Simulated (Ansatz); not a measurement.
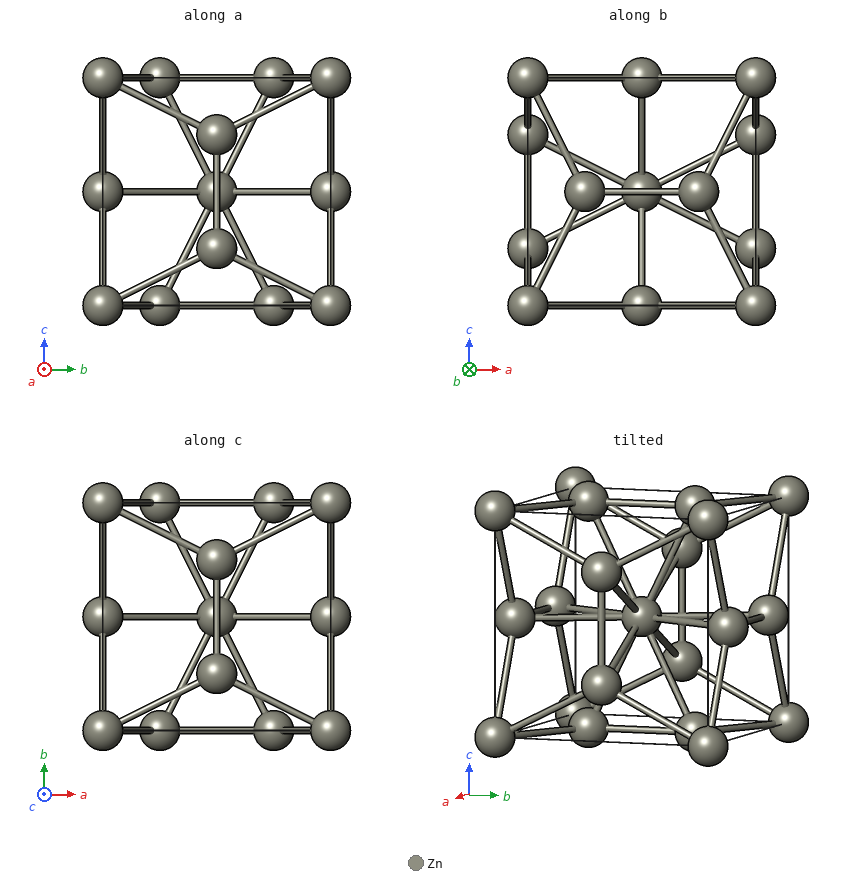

A ball-and-stick rendering, viewed along the a axis, along the b axis, along the c axis and slightly off an axis. The wireframe shows the conventional unit cell.

Lattice parameters: a = 5.043 Å, b = 5.043 Å, c = 5.043 Å, α = 90.00°, β = 90.00°, γ = 90.00°.

> Transcribe the picture into a table of Wyckoff sites.

Space group Pm-3n (No. 223).
| atom | site | x | y | z |
| --- | --- | --- | --- | --- |
| Zn | 2a | 0.0000 | 0.0000 | 0.0000 |
| Zn | 6c | 0.2500 | 0.0000 | 0.5000 |

It derives from a structure type filled with this element by a generator (whether the element takes this form wasn't checked). Earlier steps of the study may have refined or changed the cell and positions. It was run through Ansatz as a DFT input.
